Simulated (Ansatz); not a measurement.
## Electronic structure of C₅H₈ (SMILES C1CC12CC2) in real space

```xyz
13

C     0.0000    0.0000    0.0000
C     0.0000    0.7591    1.2620
C     0.0000   -0.7591    1.2620
C     0.7591    0.0000   -1.2620
C    -0.7591    0.0000   -1.2620
H    -0.9129    1.2605    1.5632
H     0.9129    1.2605    1.5632
H    -0.9129   -1.2605    1.5632
H     0.9129   -1.2605    1.5632
H     1.2605   -0.9129   -1.5632
H     1.2605    0.9129   -1.5632
H    -1.2605   -0.9129   -1.5632
H    -1.2605    0.9129   -1.5632
```

Geometry: PBE0-D4/def2-TZVP.

Computed with Ansatz, RKS PBE0-D4/def2-TZVPP.

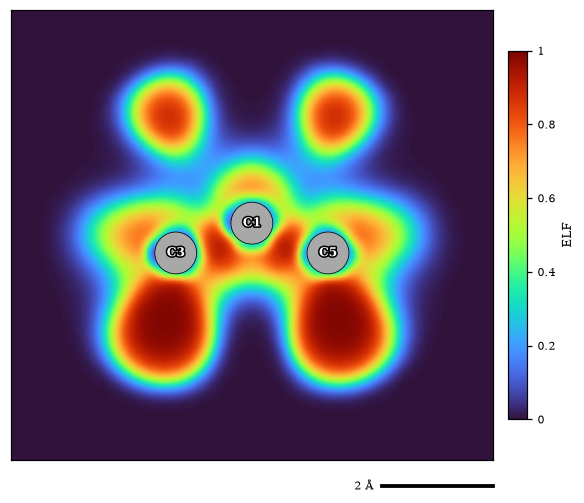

Figure 1. ELF on the plane of atoms C3, C1 and C5. Grey discs cover the atomic cores.

Interpret the plot.

Answer.
- The section cuts through C sites.
- C–C (1.47 Å): the ELF peaks at about 0.85 between the atoms (a covalent bond).

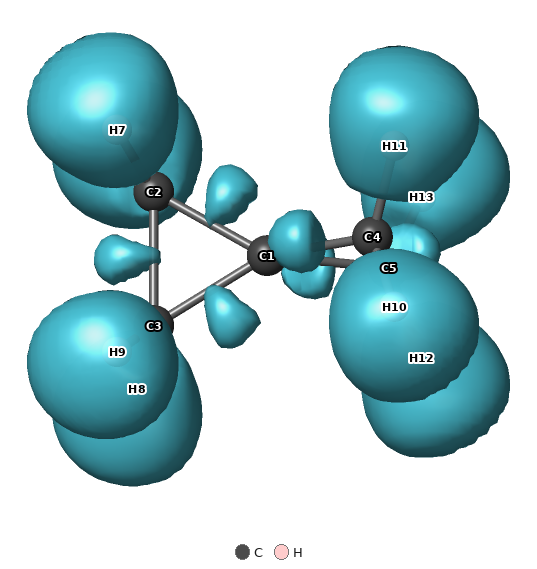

Figure 2. Isosurface of the electron localisation function at 0.85 (cyan), seen at a tilt. Only the valence region is drawn (cores and ρ < 0.01 e/Å³ removed).

Describe the localisation domains.

Answer. The ELF exceeds this value in six regions between bonded C–C atoms (shared pairs) and eight regions around hydrogen nuclei.


 C–H (1.08 Å): the ELF climbs to about 1 towards the hydrogen, as it does in any bond to H: a covalent bond by its length.

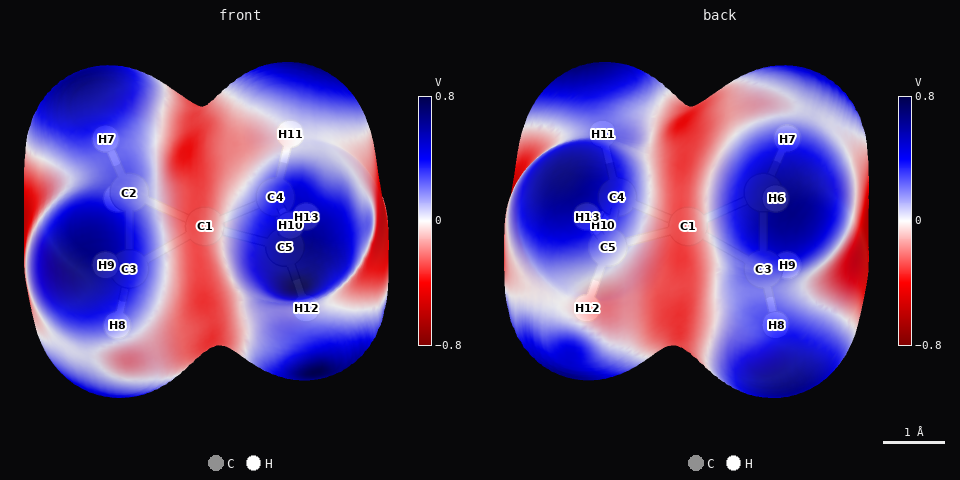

Figure 3. The molecular electrostatic potential painted on the density surface at 0.002 e/bohr³, seen from the front and from behind; red is negative and blue positive.

Which sites attract a positive test charge, and which a negative one?

Answer. A positive charge is drawn to the negative regions and a negative charge to the positive ones. The most negative region (about −0.6 V) lies over C2, C3, C4 and C5, the most positive (about +0.7 V) over H10 and H12.
